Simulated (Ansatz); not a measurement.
Geometry relaxation of SnO2 (part 2 of 3)

The same run, continued: SnO2 (slab, 24 atoms in the cell); DFT PBE+D3(BJ), scalar-relativistic, plane waves, PAW, no spin polarisation (Ansatz 0.2.0); cutoff 420 eV, 3×2×1 k-mesh, Gaussian smearing of 0.05 eV. The structure derives from an entry of the Crystallography Open Database. The input holds or restrains some coordinates. Forces given for the steps count only the free coordinates. It belongs to a series of runs on one base structure; here: clean slab, lower planes held.

Geometry of the input (Å; fractional positions):
```
6.4601  0.0000  0.0000
0.0000  6.7789  0.0000
0.0000  0.0000  22.0168
O  0.0000  0.0000  0.3634
O  0.5000  0.0000  0.3634
Sn 0.0000  0.5000  0.4230
Sn 0.5000  0.5000  0.4230
Sn 0.2500  0.0000  0.4230
Sn 0.7500  0.0000  0.4230
O  0.2500  0.3062  0.4230
O  0.7500  0.3062  0.4230
O  0.2500  0.6938  0.4230
O  0.7500  0.6938  0.4230
O  0.0000  0.0000  0.4827
O  0.5000  0.0000  0.4827
O  0.0000  0.5000  0.5173
O  0.5000  0.5000  0.5173
Sn 0.0000  0.0000  0.5770
Sn 0.5000  0.0000  0.5770
Sn 0.2500  0.5000  0.5770
Sn 0.7500  0.5000  0.5770
O  0.2500  0.8062  0.5770
O  0.7500  0.8062  0.5770
O  0.2500  0.1938  0.5770
O  0.7500  0.1938  0.5770
O  0.0000  0.5000  0.6366
O  0.5000  0.5000  0.6366
```

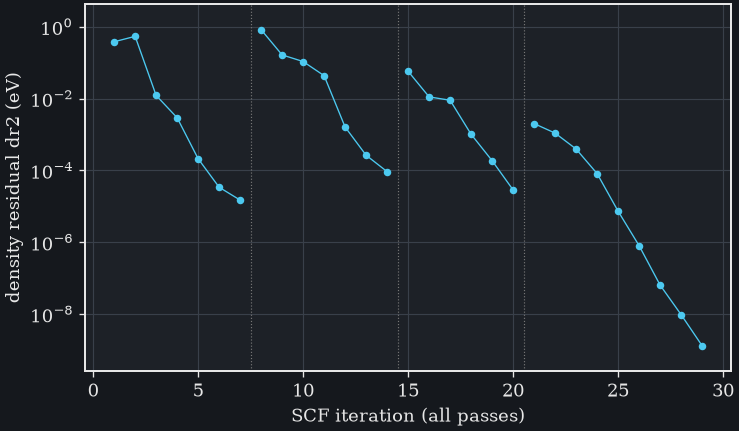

Fig. 1: Convergence of the self-consistent field: density residual dr2 against the SCF iteration. The dotted lines part the SCF passes of the relaxation: geometry steps, rejected trials and re-solves on a re-selected basis. The passes take 7, 7, 6 and 9 iterations.

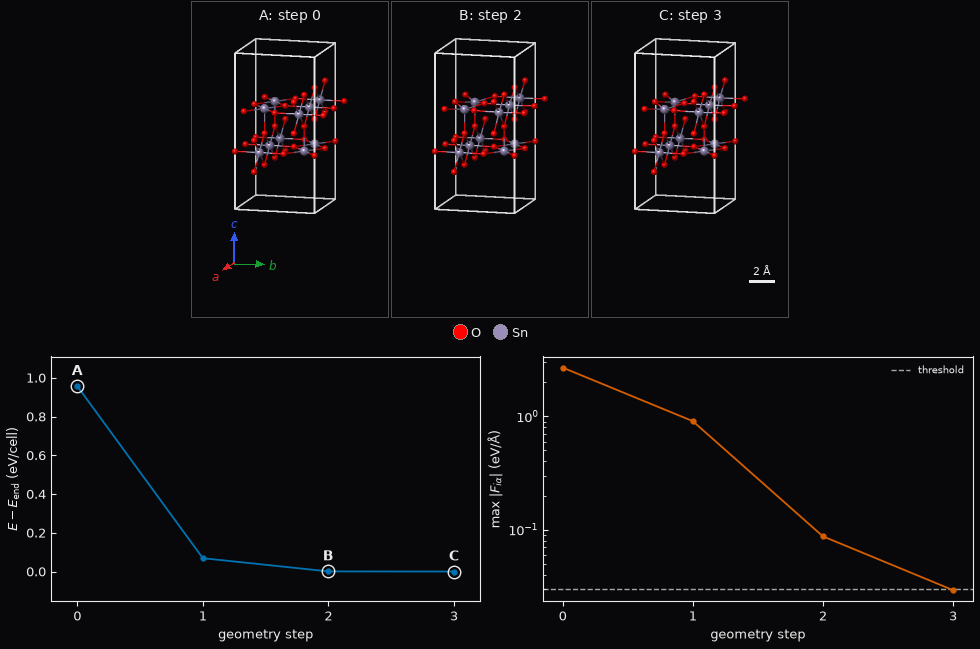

Fig. 2: Frames of the restrained relaxation (ball-and-stick view of the cell of the calculation, with the vacuum cut short (origin shifted), with bonded neighbours outside it, seen slightly off an axis) above the curves, on which the letters mark them (the first geometry is step 0 here and step 1 in the log).

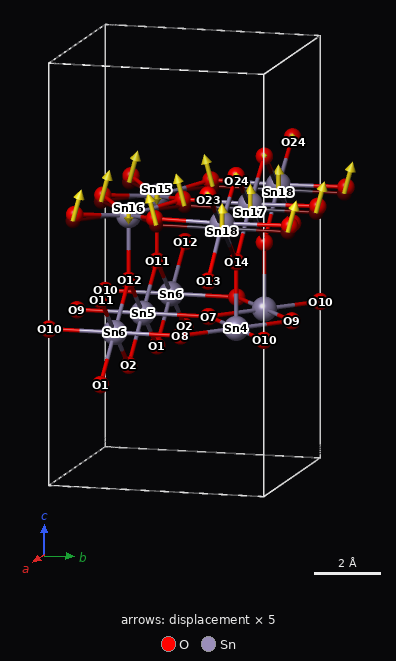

Fig. 3: Start (faint) and end (solid) with the displacements as yellow arrows, magnified 5 times (ball-and-stick view of the cell of the calculation, with the vacuum cut short (origin shifted), with bonded neighbours outside it, seen slightly off an axis). After 3 geometry steps the energy has fallen by 0.957 eV per cell of the calculation. The largest force component goes from 2.7 to 0.029 eV/Å. The largest moves, 0.21 Å, are those of O19, O20, O21 and O22. By element the largest moves are O 0.21 Å, Sn 0.16 Å. The cell stays as it was. Among the contacts that change: O13–Sn17 2.082 → 2.195 Å, Sn17–O23 2.082 → 2.002 Å, O11–Sn15 2.076 → 2.007 Å, Sn17–O19 2.076 → 2.130 Å. Among the angles that change: O19–Sn15–O22 180.0° → 165.1°, O11–Sn15–O19 90.0° → 97.5°, O13–Sn18–O14 101.7° → 94.7°. (Atoms are counted from 1 in the order of the input.)

```
SCF converged after 9 iterations
Free energy (F): -57268.957876 eV
Harris-Foulkes:  -57268.957876 eV  (|F-HF|=1.11e-9)
Internal energy: -57268.957876 eV  (E = F + TS)
E sigma→0 (E₀):  -57268.957876 eV
Fermi energy:    -1.584029 eV
Dipole field:    D = -0.011641 V/Å  (p = -0.062025 e·Å, saw-weighted, corrected)
Work function:   Φ+ = 6.8620 eV   Φ− = 6.6057 eV
Levels:          The Fermi level and band energies are counted from a zero that moves with the ramp; work functions are not
--- Per-component energies (eV) ---
  E_band       = -2905.273495
  E_kinetic    = 4300.614696
  E_local      = -174467.772472  (includes V_loc(G=0)·N_el)
  E_nonlocal   = 532.723477
  E_hartree    = 86255.321541
  E_xc         = -4213.318022
  E_vxc        = -2245.318446  (∫ρ·V_xc dr)
  E_paw        = -35699.097006  (= ΣΔE_a)
  E_vpaw       = -3536.288231  (= ΣTr[D̂ρ^β])
  E_aug_tail   = 0.038817  (compensation charges beyond the density's cutoff)
  E_efield     = 0.000361  (sawtooth field / dipole correction)
  E_vefield    = 0.087809  (∫n·V_field dr)
  E_ewald      = 66026.057417
  E_disp       = -3.526684  (pairwise vdW)
  E_smearing   = -0.000000  (= −TS)
  E_closure    = 0.000000  (closes the sum)
  Σ components = -57268.957876   (vs F -57268.957876, Δ=0.00e0)
--- Forces (eV/Å), atoms counted from 1 ---
  atom   1  O      0.00000000     0.00000000     1.19188531
  atom   2  O      0.00000000     0.00000000     1.19188531
  atom   3  Sn    -0.00000000     0.00000000     2.44685189
  atom   4  Sn     0.00000000     0.00000000     2.44685189
  atom   5  Sn     0.00000000     0.00000000    -3.21337268
  atom   6  Sn     0.00000000    -0.00000000    -3.21337268
  atom   7  O      0.00000000     1.14342729    -0.74076080
  atom   8  O      0.00000000     1.14342729    -0.74076080
  atom   9  O      0.00000000    -1.14342729    -0.74076080
  atom  10  O     -0.00000000    -1.14342729    -0.74076080
  atom  11  O      0.00000000     0.00000000     1.06855128
  atom  12  O      0.00000000     0.00000000     1.06855128
  atom  13  O     -0.00000000     0.00000000     0.02925060
  atom  14  O     -0.00000000     0.00000000     0.02925060
  atom  15  Sn     0.00000000     0.00000000    -0.01400130
  atom  16  Sn    -0.00000000     0.00000000    -0.01400130
  atom  17  Sn     0.00000000     0.00000000    -0.01337447
  atom  18  Sn    -0.00000000     0.00000000    -0.01337447
  atom  19  O      0.00000000     0.00815131     0.00082450
  atom  20  O      0.00000000     0.00815131     0.00082450
  atom  21  O      0.00000000    -0.00815131     0.00082450
  atom  22  O      0.00000000    -0.00815131     0.00082450
  atom  23  O     -0.00000000     0.00000000    -0.01595564
  atom  24  O      0.00000000     0.00000000    -0.01595564
  max |Σ_I F_I| component: 7.52e-5 eV/Å
--- Band table (eV) ---
  k-point 0: bands = ["-23.8975", "-23.8492", "-23.7664", "-23.7289", "-23.4266", "-23.3869", "-23.2043", "-23.1976", "-23.1780", "-23.1588", "-23.1433", "-23.0936", "-23.0858", "-23.0677", "-23.0366", "-23.0269", "-22.9998", "-22.9934", "-22.9285", "-22.8293", "-22.7285", "-22.6179", "-22.5598", "-22.4196", "-22.4116", "-22.2043", "-22.0710", "-22.0095", "-21.9786", "-21.9779", "-21.9628", "-21.8862", "-21.8608", "-21.8094", "-21.7939", "-21.7710", "-21.7605", "-21.7559", "-21.6696", "-21.5889", "-20.9912", "-20.0692", "-20.0085", "-19.8816", "-19.7434", "-19.6377", "-19.3698", "-19.3527", "-18.6779", "-18.6694", "-18.3334", "-18.3098", "-17.7178", "-17.4097", "-16.7532", "-16.6206", "-9.9938", "-9.8876", "-9.8014", "-9.6022", "-9.2507", "-8.4821", "-7.6566", "-7.3947", "-6.9914", "-6.8485", "-6.5387", "-6.4634", "-6.2370", "-6.0182", "-5.9381", "-5.8969", "-5.6503", "-5.4258", "-5.4194", "-5.1843", "-5.1800", "-5.0957", "-4.9529", "-4.9089", "-4.8909", "-4.6589", "-4.2977", "-4.1974", "-4.1526", "-4.0648", "-4.0483", "-4.0414", "-4.0380", "-3.7607", "-3.7119", "-3.6888", "-3.4490", "-3.0666", "-2.9956", "-2.6385", "-2.5713", "-2.5483", "-2.3781", "-2.3148", "-2.1484", "-2.0679", "-1.8800", "-1.8341", "-1.3444", "-0.4854", "0.3308", "1.7318", "1.9795", "2.0986", "2.7608", "3.4134", "3.5992", "3.9627", "4.0742", "4.1227", "4.1695", "4.4903", "4.5779", "4.9514", "5.1765", "5.8365", "5.9578", "6.0076", "6.5510", "6.6829", "6.9751", "7.2446"]
  k-point 1: bands = ["-23.9660", "-23.7998", "-23.7767", "-23.7407", "-23.4267", "-23.3878", "-23.2031", "-23.1967", "-23.1781", "-23.1588", "-23.1434", "-23.0936", "-23.0860", "-23.0595", "-23.0356", "-23.0323", "-23.0007", "-22.9932", "-22.9285", "-22.8297", "-22.7593", "-22.6177", "-22.4543", "-22.4115", "-22.3202", "-22.0734", "-22.0284", "-22.0095", "-21.9790", "-21.9764", "-21.9627", "-21.8880", "-21.8564", "-21.8055", "-21.7939", "-21.7714", "-21.7595", "-21.7557", "-21.6709", "-21.5849", "-20.8621", "-20.5956", "-20.3483", "-20.1088", "-19.9639", "-19.7658", "-19.3646", "-18.8907", "-18.6761", "-18.3608", "-18.3525", "-18.0770", "-17.6050", "-17.3684", "-16.7525", "-16.6207", "-9.8550", "-9.7605", "-9.2577", "-9.1991", "-9.1164", "-8.5105", "-7.9837", "-7.7799", "-7.6315", "-7.4799", "-7.4290", "-7.1228", "-6.1592", "-6.0981", "-5.9405", "-5.9167", "-5.8556", "-5.8473", "-5.6750", "-5.3910", "-5.2264", "-4.8724", "-4.6817", "-4.5889", "-4.4460", "-4.3408", "-4.2627", "-4.2435", "-4.1859", "-4.1396", "-4.0067", "-3.6787", "-3.6221", "-3.6053", "-3.5567", "-3.2705", "-3.1956", "-3.1400", "-2.6509", "-2.6145", "-2.5599", "-2.5308", "-2.3651", "-2.3600", "-2.2953", "-2.0973", "-2.0882", "-1.8625", "-0.6965", "-0.1302", "0.4083", "1.7472", "1.7669", "1.8178", "3.5574", "3.6557", "3.7196", "3.8460", "4.1022", "4.3302", "4.4087", "4.6892", "4.7589", "4.7629", "4.8491", "5.0667", "5.7906", "5.8291", "6.2330", "6.3069", "6.6000", "6.6096"]
  k-point 2: bands = ["-23.7537", "-23.7272", "-23.6623", "-23.5870", "-23.4916", "-23.4842", "-23.4144", "-23.2543", "-23.1676", "-23.1571", "-23.1549", "-23.1472", "-23.1149", "-23.0784", "-23.0484", "-23.0405", "-23.0074", "-22.9978", "-22.9511", "-22.9016", "-22.6662", "-22.5883", "-22.5152", "-22.3646", "-22.3168", "-22.2115", "-22.2004", "-22.0162", "-21.9850", "-21.9746", "-21.9668", "-21.9557", "-21.9104", "-21.8824", "-21.7838", "-21.7673", "-21.7599", "-21.7382", "-21.6932", "-21.6617", "-20.8103", "-20.3440", "-19.9969", "-19.8521", "-19.6519", "-19.2859", "-19.2511", "-19.1645", "-18.9956", "-18.6299", "-18.5096", "-18.3092", "-17.5220", "-17.2443", "-17.0177", "-16.8489", "-9.9778", "-9.8670", "-9.6422", "-9.1565", "-8.8494", "-8.2847", "-8.1456", "-6.8616", "-6.8323", "-6.7607", "-6.4431", "-6.3245", "-6.2950", "-6.1570", "-5.9377", "-5.7361", "-5.7240", "-5.7069", "-5.6519", "-5.5894", "-5.3234", "-5.1878", "-5.0385", "-5.0156", "-4.9825", "-4.8783", "-4.7439", "-4.6343", "-4.4585", "-4.4191", "-4.0949", "-3.9717", "-3.8751", "-3.6999", "-3.6707", "-3.5753", "-3.3834", "-3.2791", "-2.9672", "-2.9048", "-2.5683", "-2.5330", "-2.4830", "-2.3664", "-2.0171", "-2.0119", "-1.8552", "-1.8279", "-0.6315", "0.1394", "0.1970", "1.3436", "2.3860", "2.4929", "2.7669", "3.0445", "4.2845", "4.4183", "4.4998", "4.5562", "4.6978", "4.8733", "4.9923", "5.4344", "5.5932", "5.7604", "6.0339", "6.1345", "6.2008", "6.2076", "6.2204", "6.7036"]
  k-point 3: bands = ["-23.8206", "-23.6828", "-23.6418", "-23.6331", "-23.4786", "-23.4697", "-23.4609", "-23.2861", "-23.1673", "-23.1572", "-23.1549", "-23.1472", "-23.1149", "-23.0758", "-23.0449", "-23.0338", "-23.0075", "-22.9979", "-22.9508", "-22.9006", "-22.6168", "-22.5300", "-22.3904", "-22.3309", "-22.3061", "-22.2173", "-22.0920", "-22.0086", "-21.9866", "-21.9748", "-21.9668", "-21.9547", "-21.9105", "-21.8825", "-21.7778", "-21.7676", "-21.7599", "-21.7377", "-21.6936", "-21.6617", "-20.6389", "-20.5237", "-20.4064", "-20.2850", "-19.7972", "-19.4902", "-19.4791", "-18.9340", "-18.7330", "-18.4722", "-18.2518", "-18.1278", "-17.4122", "-17.2041", "-16.9768", "-16.8286", "-9.5812", "-9.5013", "-9.2618", "-9.2464", "-8.7001", "-8.2011", "-7.9732", "-7.7846", "-7.6527", "-7.5456", "-6.9492", "-6.8370", "-6.7483", "-6.6042", "-6.4683", "-6.2008", "-5.9732", "-5.6728", "-5.5276", "-5.3811", "-5.3516", "-5.3160", "-4.8643", "-4.5451", "-4.4504", "-4.3288", "-4.2881", "-4.2184", "-4.1061", "-4.1015", "-4.0766", "-3.9006", "-3.5794", "-3.5729", "-3.3809", "-3.3093", "-3.2448", "-3.1750", "-3.0467", "-2.8957", "-2.5561", "-2.4750", "-2.4678", "-2.3270", "-2.1831", "-2.1571", "-1.9853", "-1.9134", "-0.4130", "0.1312", "0.3871", "1.3573", "2.3742", "2.4390", "3.2832", "3.4823", "4.2919", "4.4299", "4.5366", "4.7629", "4.7643", "4.7654", "5.1835", "5.4542", "5.5511", "5.5791", "5.9927", "6.0540", "6.0674", "6.1945", "6.6269", "6.6455"]
```
